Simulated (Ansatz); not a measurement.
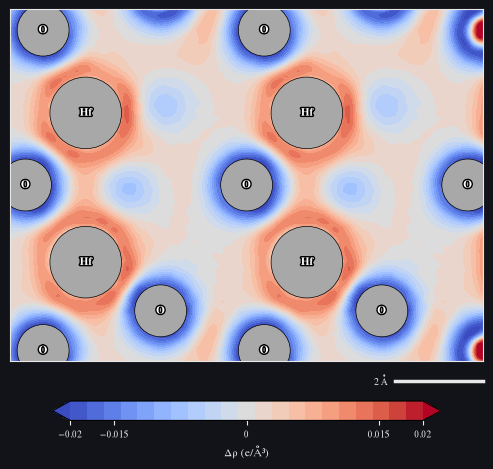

HfO₂. Difference of the valence pseudo-densities of two functionals at the same geometry, on the (101) plane of the calculation cell: one of PBE and r2SCAN less the other.

Both computed with Ansatz (plane waves, PAW), on the same k-point mesh. Grey discs cover the atomic cores.

```
CELL_PARAMETERS angstrom
5.21946 0.00000 0.00000
0.00000 5.00476 0.00000
0.00000 0.00000 5.03269
ATOMIC_POSITIONS crystal
Hf 0.96699 0.73252 0.74144
Hf 0.53301 0.73252 0.24144
Hf 0.46699 0.26748 0.74144
Hf 0.03301 0.26748 0.24144
O 0.63213 0.92865 0.87927
O 0.86787 0.92865 0.37927
O 0.23395 0.53988 0.49229
O 0.26605 0.53988 0.99229
O 0.76605 0.46012 0.99229
O 0.73395 0.46012 0.49229
O 0.13213 0.07135 0.87927
O 0.36787 0.07135 0.37927
```

### Which was subtracted from which, and what does the map show?

It is PBE less r2SCAN. Against r2SCAN, PBE gives more density around Hf (+0.007 e/Å³ on average at 1.2 Å from the nucleus), less density around O (−0.014 e/Å³ on average at 0.7 Å from the nucleus) and a change of +0.009 e/Å³ at the midpoint of Hf–O, +0.009 e/Å³ at the midpoint of Hf–O and +0.009 e/Å³ at the midpoint of Hf–O.
